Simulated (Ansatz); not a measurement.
WS₂: several calculations on one system

### Relaxation

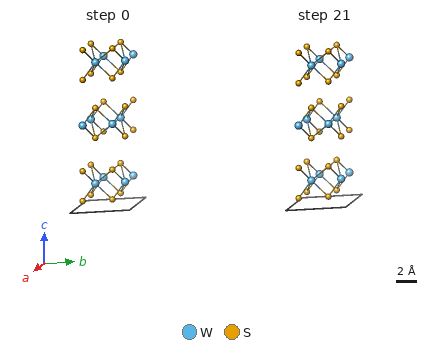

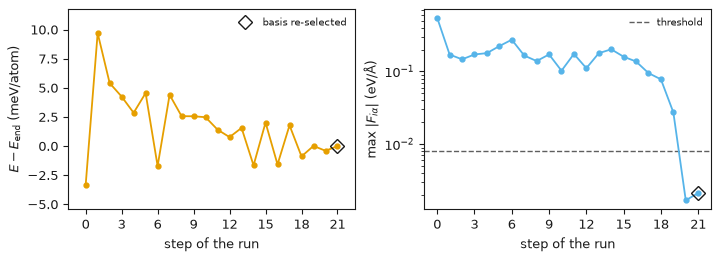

First and last geometry of a relaxation of solid WS2 (set up in P3m1), with the history of the run. Style: ball-and-stick. Shown: the 2 × 2 repeat of the cell, outlined in the plane, without the vacuum, slightly off an axis.

Case: relaxed at 3 GPa.

Level of theory: DFT PBEsol, scalar-relativistic, plane waves, PAW in Ansatz 0.2.0. Set-up: plane-wave cutoff 420 eV; k-point mesh 12 × 12 × 1; occupations gaussian; smearing width 0.02 eV; target pressure 3 GPa; no spin polarisation; cell and atoms relaxed; force threshold 0.008 eV/Å; at most 50 steps.

### Did the run converge, and what did it change?

It converged. The largest moves, 0.34 Å, are those of S atoms. Largest moves by element: S 0.34 Å, W 0.32 Å. In the plane the drawn cell goes a 6.233 → 6.243 Å (+0.2 %), b 6.233 → 6.243 Å (+0.2 %). Near-neighbour distances that change, for instance: S–W 2.377 → 2.391 Å, W–W 3.116 → 3.121 Å. The space group stays P-6m2 (No. 187). After 20 accepted moves (21 points after the start) the energy has risen by 3.4 meV per atom. Largest force component: 0.55 eV/Å at the start, 0.0021 eV/Å at the end. At 1 point the geometry stayed and the basis and grid were re-selected for the new cell (energy shift of 0.4 meV per atom at most each time). Cost: 110 s on 2 threads of Intel(R) Xeon(R) 6975P-C (Granite Rapids) (shared host), peak memory 0.57 GiB.

| step | E − E(0), meV/atom | largest force component, eV/Å | note |
| --- | --- | --- | --- |
| 0 | 0.00 | 0.5455 |  |
| 1 | 13.06 | 0.1707 |  |
| 2 | 8.77 | 0.1468 |  |
| 3 | 7.61 | 0.1713 |  |
| 4 | 6.21 | 0.1787 |  |
| 5 | 7.91 | 0.2232 |  |
| 6 | 1.64 | 0.2733 |  |
| 7 | 7.76 | 0.1658 |  |
| 8 | 5.92 | 0.1389 |  |
| 9 | 5.92 | 0.1714 |  |
| 10 | 5.83 | 0.1024 |  |
| 11 | 4.76 | 0.1741 |  |
| 12 | 4.12 | 0.1109 |  |
| 13 | 4.91 | 0.1782 |  |
| 14 | 1.70 | 0.2017 |  |
| 15 | 5.37 | 0.1595 |  |
| 16 | 1.78 | 0.1371 |  |
| 17 | 5.14 | 0.0950 |  |
| 18 | 2.46 | 0.0780 |  |
| 19 | 3.37 | 0.0274 |  |
| 20 | 2.95 | 0.0017 |  |
| 21 | 3.35 | 0.0021 | same geometry, new basis |

Limits of the set-up: layers or molecules are held without a dispersion correction, so their spacing is unreliable.

### Relaxation

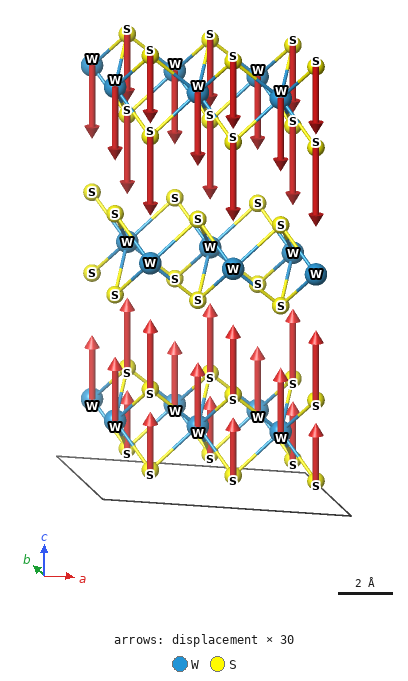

This is a relaxation of crystalline WS₂ (set up in P3m1). The starting structure is drawn; red arrows show the displacements (the part carried along by the change of the cell is left out), magnified 30 times.

Style: ball-and-stick. Shown: the 3 × 2 repeat of the cell, outlined in the plane, without the vacuum, from a free direction.

Computed with DFT PBEsol, scalar-relativistic, plane waves, PAW in Ansatz 0.2.0. (plane-wave cutoff 420 eV; k-point mesh 12 × 12 × 1; occupations gaussian; smearing width 0.02 eV; no spin polarisation; cell and atoms relaxed; force threshold 0.005 eV/Å; at most 80 steps)

What did the optimiser do to the structure, and how much energy did it gain?

Over 3 accepted moves (5 points after the start) the energy falls by 4.9 meV per atom. Largest force component: 0.12 eV/Å at the start, 0.00096 eV/Å at the end. The line search rejected the trial step at point 1 of the run. The SCF was repeated once at an unchanged geometry on a basis and grid sized afresh for the cell, which shifted the energy by 0.1 meV per atom at most. The largest move relative to the cell and the layer's centre is that of an S atom, 0.10 Å along the normal (−c). Largest moves by element: S 0.10 Å, W 0.09 Å. In the plane the drawn cell goes a 9.549 → 9.438 Å (−1.2 %), b 6.366 → 6.292 Å (−1.2 %). Near-neighbour distances that change, for instance: W–W 3.183 → 3.146 Å, S–W 2.410 → 2.399 Å. Within 0.06 Å the space group is P-6m2 at the start and P-6m2 at the end; at a tighter tolerance small leftover displacements or strains of the cell lower it.

Limits of the set-up: layers or molecules are held without a dispersion correction, so their spacing is unreliable.

### A change

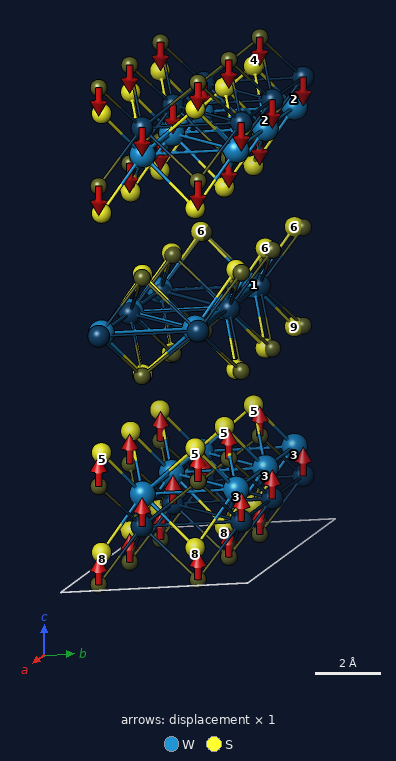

Crystalline WS2, drawn pale, and a changed version of it, drawn solid. The red arrows show how the atoms are displaced (without the part that the change of the cell carries along), at true length. Style: ball-and-stick. Shown: the 3 × 2 repeat of the cell, outlined in the plane, without the vacuum, slightly off an axis.

These are results of Ansatz 0.2.0, DFT PBEsol, scalar-relativistic, plane waves, PAW, not measurements. Set-up: plane-wave cutoff 420 eV; occupations gaussian; smearing width 0.02 eV; no spin polarisation. The k-mesh is chosen for each cell (12×12×1, 12×12×2).

Q: What was done to the structure, and with what result?

A: The crystal is put under a hydrostatic pressure of 30 GPa. Cell and atoms are relaxed at that pressure. It costs 275 meV per atom. (The two runs use different k-meshes.) The pressure goes from 0.0 to 30.0 GPa. In the plane the drawn cell goes a 9.438 → 8.907 Å (−5.6 %), b 6.292 → 5.938 Å (−5.6 %). The largest moves relative to the cell and the layer's centre, 0.96 Å, are those of S atoms. By element the largest moves are S 0.96 Å, W 0.94 Å. Some distances before and after: W–W 3.146 → 2.969 Å, S–W 2.399 → 2.333 to 2.340 Å. The space group stays P-6m2 (No. 187).

Limits of the set-up: layers or molecules are held without a dispersion correction, so their spacing is unreliable.
